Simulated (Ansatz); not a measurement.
# SrSn15O16 (cell with a defect): what the fields show

```
CELL_PARAMETERS angstrom
7.73653 0.00000 5.06624
-7.73653 0.00000 5.06624
0.00000 -7.73653 -5.06624
ATOMIC_POSITIONS crystal
Sr 0.00338 0.50338 0.25000
Sn 0.23799 0.73799 0.75012
Sn 0.23799 0.23787 0.25000
Sn 0.73787 0.73799 0.25000
Sn 0.98876 0.98876 0.75000
Sn 0.48876 0.48876 0.75000
Sn 0.49268 0.99268 0.25000
Sn 0.73787 0.23787 0.74988
Sn 0.51589 0.76416 0.50173
Sn 0.75931 0.01180 0.00248
Sn 0.75931 0.50683 0.49752
Sn 0.26416 0.01589 0.50173
Sn 0.51180 0.25931 0.00248
Sn 0.01244 0.76416 0.99827
Sn 0.00683 0.25931 0.49752
Sn 0.26416 0.51244 0.99827
O 0.00167 0.23925 0.25000
O 0.25154 0.49909 0.75274
O 0.25216 0.00154 0.25000
O 0.73925 0.50167 0.25000
O 0.99909 0.75154 0.75274
O 0.49635 0.24880 0.74726
O 0.50154 0.75216 0.25000
O 0.74880 0.99635 0.74726
O 0.25154 0.24880 0.50244
O 0.49635 0.49909 0.99756
O 0.50154 0.00154 0.49938
O 0.00167 0.50167 0.51242
O 0.25216 0.75216 0.00062
O 0.73925 0.23925 0.98758
O 0.74880 0.75154 0.50244
O 0.99909 0.99635 0.99756
```

Computed with Ansatz, DFT PBE, scalar-relativistic, plane waves, PAW.

Core electrons are frozen (PAW), and the valence fields are smoothed inside the atomic spheres.

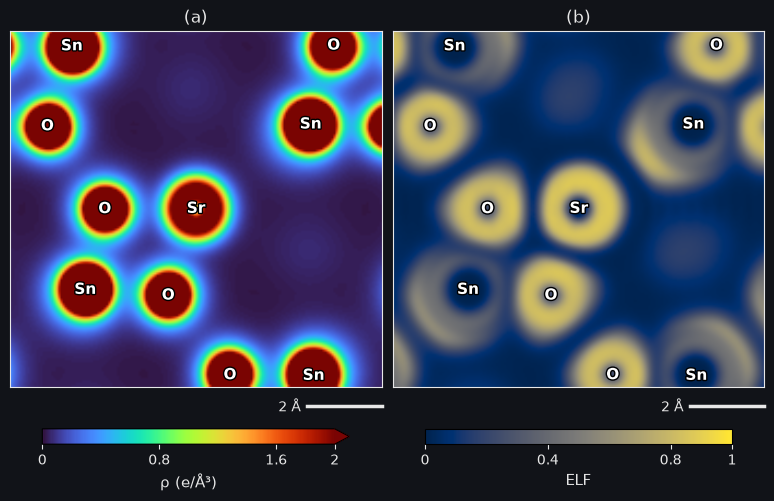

Figure 1. (a) valence charge density (pseudo); (b) ELF on the (101̄) plane of the calculation cell.

Q: Interpret the plot.

A: The plane passes through Sr, Sn and O nuclei. Sn–O (2.20 Å): ρ at the midpoint is about 0.5 e/Å³; the ELF peaks at about 0.85 in the valence shell of O, 0.6 Å from its nucleus, and is about 0.20 at the midpoint (no localised pair shows between them). Sr–O (2.44 Å): the density is about 0.3 e/Å³ at the midpoint; the ELF peaks at about 0.85 in the valence shell of O, 0.7 Å from its nucleus, and drops to about 0.10 between the two atoms: an ionic contact with no shared pair. Sn–O (2.24 Å): ρ is about 0.45 e/Å³ halfway; the ELF peaks at about 0.85 in the valence shell of O, 0.6 Å from its nucleus, and is about 0.20 at the midpoint: no localised pair shows between them. Between the atoms the lowest density in this plane is 0.01 e/Å³. The features right at Sr lie inside the PAW spheres, where the map follows smoothed inner orbitals and isn't to be read closely.

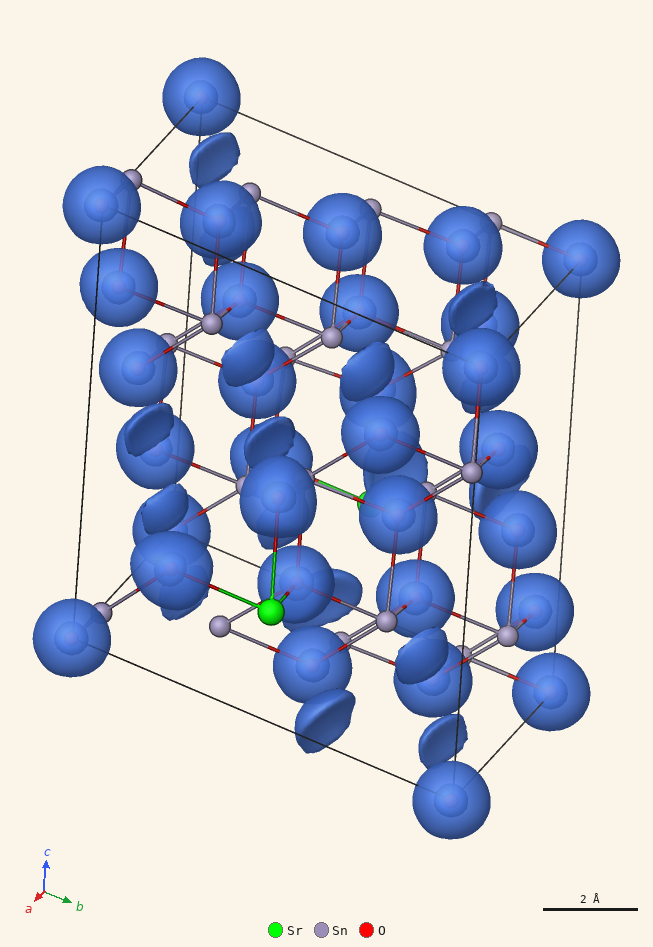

Figure 2. Isosurface of the ELF at 0.7 (blue), seen slightly off an axis. Core shells and regions of very low density are left out. Sticks mark near contacts.

Q: Where are the electrons localised?

A: The ELF exceeds this value in eleven lobes on Sn, pointing away from the bonds (lone pairs), 16 regions wrapped around O (the valence shell of each) and four regions wrapped around Sn (the valence shell of each), counted in one cell of 32 atoms. Any copies at cell faces, edges or corners count once.


Sn–O (2.19 Å): the ELF peaks at about 0.80 in the valence shell of O, 0.6 Å from its nucleus, and is about 0.20 at the midpoint; no shared electron pair shows on this line.

Q: Does the calculation give a band gap?

A: It is gapped, with a Kohn–Sham gap of 0.68 eV on the k-point mesh, an upper bound to the gap of this method.
